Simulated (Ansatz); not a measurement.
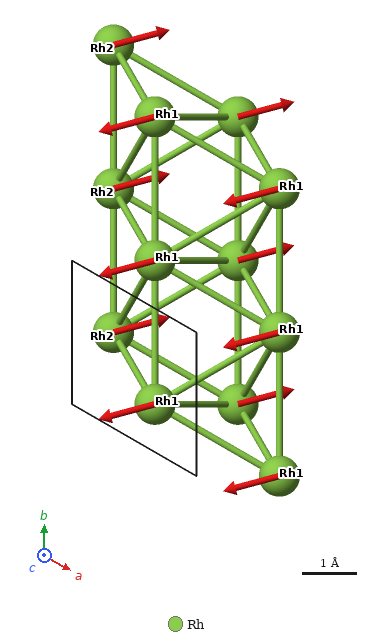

Solid Rh (P6_3/mmc): a normal mode at the zone centre (one arbitrary combination within a set of 2 degenerate modes) is frozen in with the cell fixed, the amplitude being the largest displacement of an atom. The picture shows the reference cell. The red arrows give the direction of positive displacement. Style: ball-and-stick. Shown: the cell of the calculation, repeated 2 × 3 × 1 with one cell outlined, along the c axis.

The calculation used DFT r2SCAN, scalar-relativistic, plane waves, PAW (Ansatz). (plane-wave cutoff 500 eV; k-point mesh 24 × 24 × 14; occupations gaussian; smearing width 0.15 eV; no spin polarisation). Energies (free energies at the smearing named) are counted from the relaxed crystal.

```
CELL_PARAMETERS angstrom
2.70364 0.00000 0.00000
-1.35182 2.34142 0.00000
0.00000 0.00000 4.34862
ATOMIC_POSITIONS crystal
Rh 0.66667 0.33333 0.75000
Rh 0.33333 0.66667 0.25000
```

Question: Give the energy at each point (the amplitude: −0.3000, −0.2250, −0.1500, −0.0750, 0.0000, 0.0750, 0.1500, 0.2250, 0.2625, 0.3000 Å).

Answer:
```csv
largest displacement (Å),E − E(ref) (meV/cell)
−0.3000,629
−0.2250,388
−0.1500,186
−0.0750,48
0.0000,0
0.0750,44
0.1500,157
0.2250,309
0.2625,389
0.3000,464
```

The harmonic wavenumber of the mode is 150 cm⁻¹, a stable vibration. Of the computed points the lowest is at the amplitude 0.00 Å, 0 meV/cell. At the ends of the scan the energy is 629 meV/cell (−0.30 Å) and 464 meV/cell (0.30 Å). The well is lopsided: at ±0.3000 Å the energy is 1.4 times higher on the negative side. At the highest point the shortest interatomic distance is 2.39 Å, against 2.68 Å in the reference.
